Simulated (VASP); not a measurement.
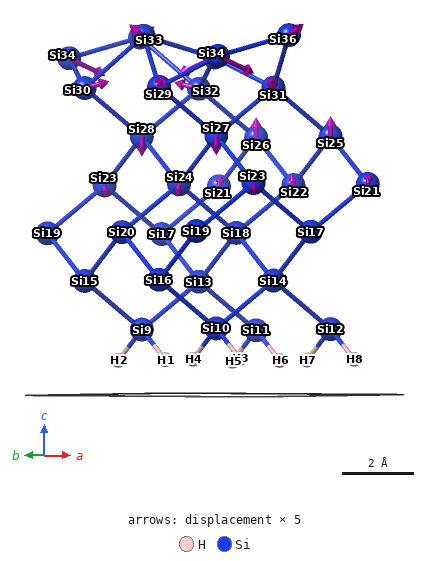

This is a relaxation of a slab of composition Si$_{7}$H$_{2}$. The starting structure is drawn; purple arrows show the displacements, 5 times their true length.

The picture is a ball-and-stick view of the cell of the calculation, outlined in the plane, without the vacuum (origin shifted), seen from a free direction.

The run lets the atoms move in a fixed cell. 20 atoms are held fixed.

Method: Kohn-Sham DFT of a periodic cell, rev-vdW-DF2, VASP PAW PBE potentials, recommended in VASP 6.6.1.

Input
```
  AGGAC = 0.0
  ALGO = Normal
  DIPOL = 0.5 0.5 0.472
  EDIFF = 1E-6
  EDIFFG = -0.03
  ENCUT = 450
  GGA = MK
  IBRION = 2
  IDIPOL = 3
  ISIF = 2
  ISMEAR = 0
  KPAR = 4
  LASPH = True
  LCHARG = False
  LDIPOL = True
  LREAL = Auto
  LUSE_VDW = True
  LWAVE = False
  NCORE = 2
  NELM = 80
  NSW = 90
  PARAM1 = 0.1234
  PARAM2 = 0.711357
  PREC = Normal
  SIGMA = 0.05
  ZAB_VDW = -1.8867
```

Launched with:
```bash
cat potpaw_PBE.64/H/POTCAR potpaw_PBE.64/Si/POTCAR > POTCAR
mpirun -np 8 vasp_std > vasp.out
```

Which element moves most?

Silicon: up to 0.26 Å, against 0.00 Å for hydrogen.

What did the optimiser do to the structure, and how much energy did it gain?

The largest moves, 0.26 Å, are those of Si atoms. H stays in place. The cell doesn't change. Near-neighbour distances that change, for instance: Si–Si 2.530 → 2.407 Å, Si–Si 2.237 → 2.347 Å, Si–Si 2.466 → 2.372 Å, Si–Si 2.362 → 2.315 Å. Bond angles that change, for instance: Si–Si–Si 95.6° → 104.8°, Si–Si–Si 109.5° → 101.2°, Si–Si–Si 98.1° → 90.9°. Over 15 geometry steps the energy falls by 0.741 eV per cell of the calculation. The largest force component goes from 1.3 to 0.5 eV/Å.
